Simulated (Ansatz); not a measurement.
## Run report: SnGe31, single-point calculation (part 1 of 2)

SnGe31 (32 atoms in the cell), computed with DFT PBEsol, scalar-relativistic, plane waves, PAW, no spin polarisation (Ansatz 0.2.0).

The structure was built on a prototype by a generator; it need not be a known phase.

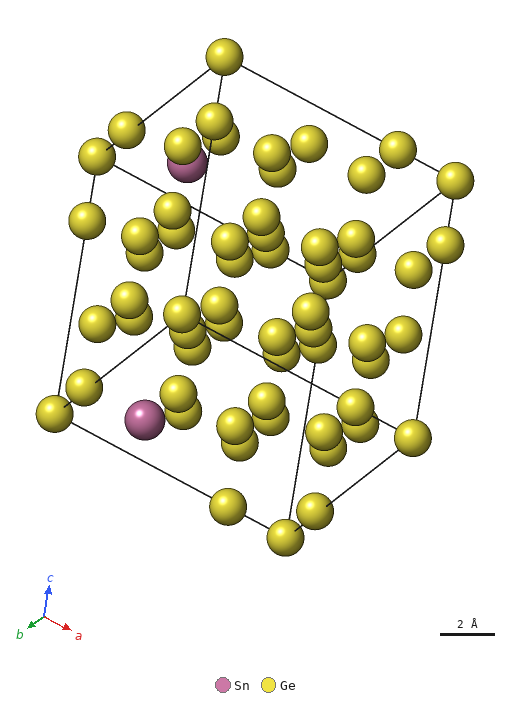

The structure (spheres-only view of the cell of the calculation, seen at an oblique angle).

### Input file
```yaml
crystal:
  lattice:
    - [5.7038338204, -5.7038338204, 5.7038338204]
    - [5.7038338204, 5.7038338204, -5.7038338204]
    - [-5.7038338204, 5.7038338204, 5.7038338204]
  atoms:
    - { symbol: Sn, position: [0.25, 0.75, 0.0] }
    - { symbol: Ge, position: [0.5016481742, 0.497761628, 0.0] }
    - { symbol: Ge, position: [0.75, 0.25, 0.0] }
    - { symbol: Ge, position: [-0.002238372, 0.75, 0.2516481742] }
    - { symbol: Ge, position: [-0.002238372, 0.0016481742, 0.0] }
    - { symbol: Ge, position: [0.25, 0.497761628, 0.2516481742] }
    - { symbol: Ge, position: [0.502238372, 0.2538865462, 0.252238372] }
    - { symbol: Ge, position: [0.75, 0.75, 0.5] }
    - { symbol: Ge, position: [0.7538865462, 0.002238372, 0.252238372] }
    - { symbol: Ge, position: [-0.0016481742, 0.4983518258, 0.4961134538] }
    - { symbol: Ge, position: [0.25, 0.25, 0.5] }
    - { symbol: Ge, position: [0.5016481742, 0.75, 0.747761628] }
    - { symbol: Ge, position: [0.502238372, 0.002238372, 0.5038865462] }
    - { symbol: Ge, position: [0.7461134538, 0.4983518258, 0.7483518258] }
    - { symbol: Ge, position: [-0.0016481742, 0.2461134538, 0.7483518258] }
    - { symbol: Ge, position: [0.25, 0.0016481742, 0.747761628] }
    - { symbol: Ge, position: [0.5130269681, 0.0130269681, 0.2630269681] }
    - { symbol: Ge, position: [0.7488536995, 0.75, 0.2510896153] }
    - { symbol: Ge, position: [-0.0010896153, 0.4989103847, 0.2477640843] }
    - { symbol: Ge, position: [0.25, 0.0010896153, 0.4988536995] }
    - { symbol: Ge, position: [0.25, 0.2488536995, 0.2510896153] }
    - { symbol: Ge, position: [0.5010896153, 0.75, 0.4988536995] }
    - { symbol: Ge, position: [0.7511463005, 0.5022359157, 0.5011463005] }
    - { symbol: Ge, position: [-0.0010896153, -0.0022359157, 0.7489103847] }
    - { symbol: Ge, position: [0.0022359157, 0.2511463005, 0.5011463005] }
    - { symbol: Ge, position: [0.25, 0.75, 0.7369730319] }
    - { symbol: Ge, position: [0.4977640843, 0.4989103847, 0.7489103847] }
    - { symbol: Ge, position: [0.7488536995, 0.0010896153, 0.0] }
    - { symbol: Ge, position: [0.7511463005, 0.2511463005, 0.7522359157] }
    - { symbol: Ge, position: [-0.0130269681, 0.75, 0.0] }
    - { symbol: Ge, position: [0.25, 0.4869730319, 0.0] }
    - { symbol: Ge, position: [0.5010896153, 0.2488536995, 0.0] }
basis:
  ecutwfc: 420
kpoints:
  mp_grid: { grid: [6, 6, 6] }
  band_path: { path: [[0.0, 0.0, 0.0], [0.05, 0.0, 0.0]], npoints: 1 }
hamiltonian:
  xc: pbesol
scf:
  occupations: { method: gaussian, width: 0.1 }
  n_extra_bands: 19
output:
  forces: true
  stress: true
  eigenvalues: true
```

Launch command:
```bash
ansatz run input.yaml --threads 8 --pin off --max-ram 22528MiB --backend cpu --events-out ev --progress --plain --runs-dir out
```

### Output
```
scf.n_extra_bands = 19 over 224 filled bands (N_el = 448.0): the run solves 243 bands
Engine: ansatz 0.2.0, x86_64-unknown-linux-gnu
Pseudopotentials: kind: paw
Pseudopotential: Sn, paw, valence charge 14, recommended cutoff 420 eV (normal), Sn.paw.azcp
Pseudopotential: Ge, paw, valence charge 14, recommended cutoff 420 eV (normal), Ge.paw.azcp
Functional definition: PBEsol
  exchange = pbesol_x
  correlation = pbesol_c
Crystal: 32 atoms, lattice volume = 742.268 Å³
Basis set: ecut = 420 eV, 14579 PW (Γ), exchange–correlation on 144×144×144 points (8 copies of the dense FFT grid, shifted against one another)
Bands: 243, of which v1, the nominal top of the filled ones, is band 224 counted from 1 (223 counted from 0)
Symmetry: 24 space group operations
Space group: I-43m (ITA 217), of the structure as read, at distance tolerance 9.1e-5 Å
k-points: 16 of 216 (time reversal used)
Non-local potential: Sn, projectors of the file, l = 0: 2, l = 1: 2, l = 2: 2, l = 3: 2
Non-local potential: Ge, projectors of the file, l = 0: 2, l = 1: 2, l = 2: 3, l = 3: 1
PAW form: soft (Blöchl's): semilocal exchange-correlation on the pseudo side does not see the compensation charge
PAW frozen core: Sn, regenerated for the run's functional, and the local potential with it (the file was generated under x = pbe(κ = 0.804, μ = 0.2195149727645171), c = pbe(β = 0.06672455060314922))
PAW frozen core: Ge, regenerated for the run's functional, and the local potential with it (the file was generated under x = pbe(κ = 0.804, μ = 0.2195149727645171), c = pbe(β = 0.06672455060314922))
PAW one-centre angular grid: Sn, 590 points (default); XC on 64 Gauss nodes
PAW one-centre angular grid: Ge, 590 points (default); XC on 64 Gauss nodes
Initial density: superposition of atomic densities (neutral atoms: chi_scale 0, normalization atom), corrected by the library's trained network
Initial wavefunctions: pseudopotential atomic-orbital guess
Functional: x = pbesol(κ = 0.804, μ = 0.12345679012345678), c = pbesol(β = 0.046)
SCF iter   1: F=—  HF=-137807.975549 eV  |F-HF|=—  |Δ(HF+E_count)|=         —  Δρ=2.66e-3  dr2=6.51e-2  ethr=1.77e-3  ⟨swp⟩=5.8  Hψ=14126  notcnv=0
preconditioner: auto → Resta (q_TF=auto, 2.508 Å⁻¹)  ε∞=2.9  [insulator: Δε(μ)=0.180 eV  Ē_g=20.843 eV  σ=0.100 eV  W_gap=0.64  n_scr=200 (ndim 8)  ℏωp=28.8 eV  f_vac=0.078  D(μ)=0.70/eV (n_scr^D=0)  ε∞_Penn≈2.9]
SCF iter   2: F=—  HF=-137807.945055 eV  |F-HF|=—  |Δ(HF+E_count)|=   3.05e-2  Δρ=1.63e-3  dr2=2.38e-2  ethr=1.45e-5  ⟨swp⟩=2.0  Hψ=7260  notcnv=0
SCF iter   3: F=—  HF=-137807.946137 eV  |F-HF|=—  |Δ(HF+E_count)|=   1.08e-3  Δρ=5.71e-4  dr2=1.85e-3  ethr=5.32e-6  ⟨swp⟩=2.0  Hψ=7282  notcnv=0
SCF iter   4: F=—  HF=-137807.944981 eV  |F-HF|=—  |Δ(HF+E_count)|=   1.16e-3  Δρ=1.44e-4  dr2=2.84e-4  ethr=4.12e-7  ⟨swp⟩=2.0  Hψ=7283  notcnv=0
SCF iter   5: F=—  HF=-137807.945059 eV  |F-HF|=—  |Δ(HF+E_count)|=   7.77e-5  Δρ=5.84e-5  dr2=3.82e-5  ethr=6.34e-8  ⟨swp⟩=2.0  Hψ=7282  notcnv=0
SCF iter   6: F=—  HF=-137807.945327 eV  |F-HF|=—  |Δ(HF+E_count)|=   2.68e-4  Δρ=2.40e-5  dr2=4.65e-6  ethr=8.53e-9  ⟨swp⟩=2.0  Hψ=5932  notcnv=0
SCF iter   7: F=—  HF=-137807.945326 eV  |F-HF|=—  |Δ(HF+E_count)|=   1.34e-6  Δρ=7.06e-6  dr2=1.72e-7  ethr=1.04e-9  ⟨swp⟩=2.0  Hψ=7094  notcnv=0
SCF iter   8: F=-137807.945326 eV  HF=-137807.945326 eV  |F-HF|=1.32e-8  |Δ(HF+E_count)|=   6.42e-8  Δρ=1.88e-6  dr2=2.59e-8  ethr=2.23e-11  ⟨swp⟩=8.2  Hψ=16598  notcnv=0
SCF 1 converged in 8 iterations: F = -137807.945326 eV  dr2 = 2.59e-8
  greatest PAW one-centre occupation: 0.998 electrons in one spin orbital (limit 2), on the Ge atom at site 29 (counted from 0), in its partial waves of l = 2
```

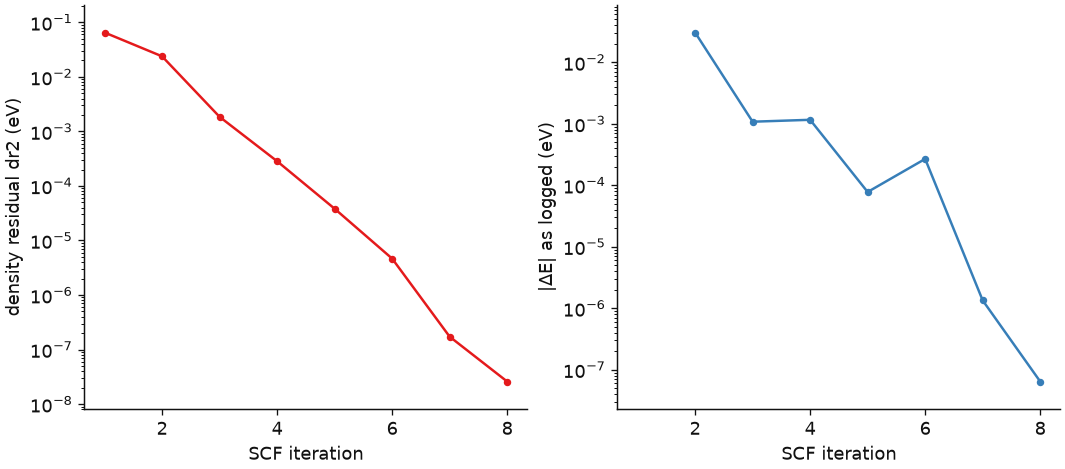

Convergence of the self-consistent field: density residual dr2 and size of the energy change against the SCF iteration. The residual falls at every step.

```
NSCF: frozen V_eff on 2 k-points
SCF converged after 8 iterations
Free energy (F): -137807.945326 eV
Harris-Foulkes:  -137807.945326 eV  (|F-HF|=1.32e-8)
Internal energy: -137807.941853 eV  (E = F + TS)
E sigma→0 (E₀):  -137807.943590 eV
Entropy (-TS):   -0.003472 eV (-0.109 meV/atom)
Fermi energy:    8.332946 eV
--- Per-component energies (eV) ---
  E_band       = -4862.060382
  E_kinetic    = 3643.403445
  E_local      = -78138.107297  (includes V_loc(G=0)·N_el)
  E_nonlocal   = 12992.011854
  E_hartree    = 34404.462948
  E_xc         = -2701.621647
  E_vxc        = -2101.606621  (∫ρ·V_xc dr)
  E_paw        = -65417.769431  (= ΣΔE_a)
  E_vpaw       = -10066.694337  (= ΣTr[D̂ρ^β])
  E_aug_tail   = 0.008324  (compensation charges beyond the density's cutoff)
  E_ewald      = -42619.070912
  E_core_change = 28.740863  (= ΣΔE_core)
  E_smearing   = -0.003472  (= −TS)
  E_closure    = -0.000000  (closes the sum)
  Σ components = -137807.945326   (vs F -137807.945326, Δ=0.00e0)
--- Forces (eV/Å), atoms counted from 1 ---
  atom   1  Sn    -0.00000000     0.00000000     0.00000000
  atom   2  Ge    -0.00049408     0.00031365    -0.00031365
  atom   3  Ge    -0.00000000     0.00000000     0.00000000
  atom   4  Ge     0.00031365    -0.00031365    -0.00049408
  atom   5  Ge    -0.00049408    -0.00031365     0.00031365
  atom   6  Ge     0.00031365    -0.00049408    -0.00031365
  atom   7  Ge    -0.00031365    -0.00031365     0.00049408
  atom   8  Ge    -0.00000000     0.00000000    -0.00000000
  atom   9  Ge    -0.00031365     0.00049408    -0.00031365
  atom  10  Ge     0.00049408     0.00031365     0.00031365
  atom  11  Ge    -0.00000000     0.00000000    -0.00000000
  atom  12  Ge    -0.00031365     0.00031365    -0.00049408
  atom  13  Ge     0.00049408    -0.00031365    -0.00031365
  atom  14  Ge     0.00031365     0.00049408     0.00031365
  atom  15  Ge     0.00031365     0.00031365     0.00049408
  atom  16  Ge    -0.00031365    -0.00049408     0.00031365
  atom  17  Ge     0.00006974     0.00006974     0.00006974
  atom  18  Ge    -0.00020460     0.00020460     0.00044673
  atom  19  Ge    -0.00044673    -0.00020460    -0.00020460
  atom  20  Ge     0.00020460     0.00044673    -0.00020460
  atom  21  Ge    -0.00020460     0.00044673     0.00020460
  atom  22  Ge     0.00020460    -0.00020460     0.00044673
  atom  23  Ge     0.00020460     0.00020460    -0.00044673
  atom  24  Ge    -0.00020460    -0.00020460    -0.00044673
  atom  25  Ge     0.00020460    -0.00044673     0.00020460
  atom  26  Ge     0.00006974    -0.00006974    -0.00006974
  atom  27  Ge    -0.00020460    -0.00044673    -0.00020460
  atom  28  Ge     0.00044673     0.00020460    -0.00020460
  atom  29  Ge    -0.00044673     0.00020460     0.00020460
  atom  30  Ge    -0.00006974     0.00006974    -0.00006974
  atom  31  Ge    -0.00006974    -0.00006974     0.00006974
  atom  32  Ge     0.00044673    -0.00020460     0.00020460
  max |Σ_I F_I| component: 1.38e-17 eV/Å
--- Stress (GPa, compression-positive) ---
       -0.002281       0.000000       0.000000
        0.000000      -0.002281       0.000000
        0.000000       0.000000      -0.002281
  P = ⅓ Tr σ = -0.0023 GPa (-0.023 kbar)
--- Band table (eV; the first three rows and the last of 16) ---
  k-point 0: bands = ["-16.5595", "-16.5537", "-16.5537", "-16.5537", "-16.5533", "-16.5533", "-16.5533", "-16.5506", "-16.5506", "-16.5506", "-16.5505", "-16.5505", "-16.5495", "-16.5495", "-16.5495", "-16.5468", "-16.5448", "-16.5448", "-16.5448", "-16.5414", "-16.5414", "-16.5414", "-16.5349", "-16.5349", "-16.5349", "-16.5330", "-16.5330", "-16.5141", "-16.5141", "-16.5141", "-16.5021", "-16.5021", "-16.5021", "-16.4761", "-16.4761", "-16.4744", "-16.4744", "-16.4738", "-16.4644", "-16.4644",
      "-16.4644", "-16.4611", "-16.4611", "-16.4611", "-16.4578", "-16.4578", "-16.4578", "-16.4524", "-16.4524", "-16.4482", "-16.4406", "-16.4406", "-16.4406", "-16.4361", "-16.4361", "-16.4361", "-16.4335", "-16.4335", "-16.4335", "-16.4301", "-16.4165", "-16.4165", "-16.4128", "-16.4128", "-16.4128", "-16.4079", "-16.4079", "-16.4079", "-16.4037", "-16.4034", "-16.4034", "-16.4034", "-16.3768", "-16.3723", "-16.3723", "-16.3611", "-16.3611", "-16.3611", "-16.3608", "-16.3608",
      "-16.3608", "-16.3455", "-16.3455", "-16.3455", "-16.3376", "-16.3367", "-16.3367", "-16.3367", "-16.3353", "-16.3353", "-16.3353", "-16.3332", "-16.3332", "-16.3287", "-16.3287", "-16.3225", "-16.3197", "-16.3197", "-16.3197", "-16.3177", "-16.3177", "-16.3177", "-16.3094", "-16.3094", "-16.3094", "-16.3087", "-16.3087", "-16.3087", "-16.3071", "-16.3071", "-16.2987", "-16.2943", "-16.2943", "-16.2825", "-16.2825", "-16.2825", "-16.2753", "-16.2753", "-16.2753", "-16.2678",
      "-16.2656", "-16.2656", "-16.2656", "-16.2571", "-16.2571", "-16.2486", "-16.2486", "-16.2486", "-16.2329", "-16.2329", "-16.2329", "-16.2309", "-16.2261", "-16.2247", "-16.2247", "-16.2240", "-16.2240", "-16.2240", "-16.2201", "-16.2201", "-16.2201", "-16.2199", "-16.2199", "-16.2199", "-16.2181", "-16.2181", "-16.2181", "-16.1988", "-16.1988", "-16.1957", "-16.1957", "-16.1957", "-16.1954", "-16.1954", "-16.1954", "-13.0756", "-13.0756", "-13.0756", "-13.0368", "-13.0368",
      "-4.3627", "-2.5657", "-2.5657", "-2.5506", "-2.5506", "-2.5506", "-2.5487", "-2.5487", "-2.5487", "-2.5006", "-2.5006", "-2.5006", "-2.0869", "-0.5733", "-0.5733", "-0.5521", "-0.5521", "-0.5521", "-0.3045", "1.7262", "1.7262", "1.7262", "1.7383", "1.7383", "1.7383", "1.7644", "1.7644", "1.8456", "1.8456", "1.8456", "2.1985", "4.4215", "4.4215", "4.4365", "4.4365", "4.4365", "4.4415", "4.4415", "4.4415", "4.5029",
      "4.5581", "4.5581", "4.5581", "5.2465", "5.2465", "5.2465", "5.2826", "5.2826", "5.2826", "6.7266", "6.7266", "6.7266", "6.7549", "6.7783", "6.7783", "6.7783", "6.8180", "6.8180", "6.9534", "6.9534", "6.9534", "8.1001", "8.3025", "8.3025", "8.3025", "8.9457", "8.9457", "8.9457", "8.9587", "8.9907", "8.9907", "10.0720", "10.0720", "10.0720", "10.0867", "10.0867", "10.0867", "10.2001", "10.2001", "10.2206",
      "10.2206", "10.2206", "10.4085"]
```
